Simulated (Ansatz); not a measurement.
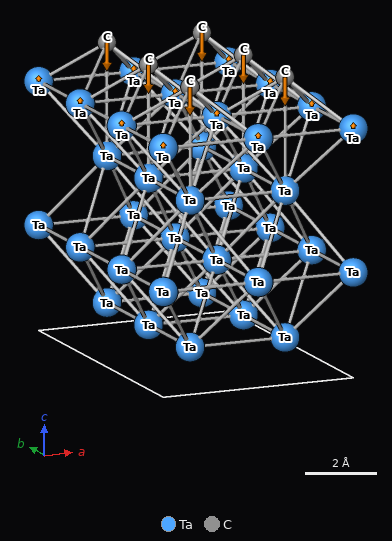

A constrained relaxation of a slab of composition Ta$_{4}$C (cut from the Fm-3m phase). The starting structure is drawn; orange arrows show the displacements, at their true length.

Style: ball-and-stick. Shown: the 2 × 3 repeat of the cell, outlined in the plane, without the vacuum, slightly off an axis.

Case: C put over a Ta atom of a lower plane. The slab is the (1 0 0) face of Ta with C on it. 2 atoms are held fixed.

The calculation used DFT PBEsol, scalar-relativistic, plane waves, PAW in Ansatz. Set-up: plane-wave cutoff 420 eV; k-point mesh 10 × 10 × 1; occupations gaussian; smearing width 0.1 eV; no spin polarisation; dipole correction; atoms relaxed in a fixed cell; force threshold 0.03 eV/Å; at most 70 steps.

Question: What happened in the run?

Answer: After 7 geometry steps the energy has fallen by 3.569 eV per cell of the calculation. Largest force component: 4.7 eV/Å at the start, 0.01 eV/Å at the end. The largest move is that of the C atom, 0.87 Å along the normal (−c). By element the largest moves are C 0.87 Å, Ta 0.19 Å. The cell doesn't change. Among the contacts that change: C–Ta 3.323 → 2.391 Å, C–Ta 2.470 → 2.104 Å, Ta–Ta 2.894 → 2.981 Å, Ta–Ta 3.040 → 3.086 Å. Among the angles between lasting bonds that change: Ta–C–Ta 115.4° → 165.7°, Ta–C–Ta 73.4° → 89.1°. Cost: 29 s on 2 threads of Intel(R) Xeon(R) 6975P-C (Granite Rapids), on a shared host, peak memory 0.54 GiB.

Limits of the set-up: the periodic images lie only 3.0 Å apart, so the values are limited by the cell's size.
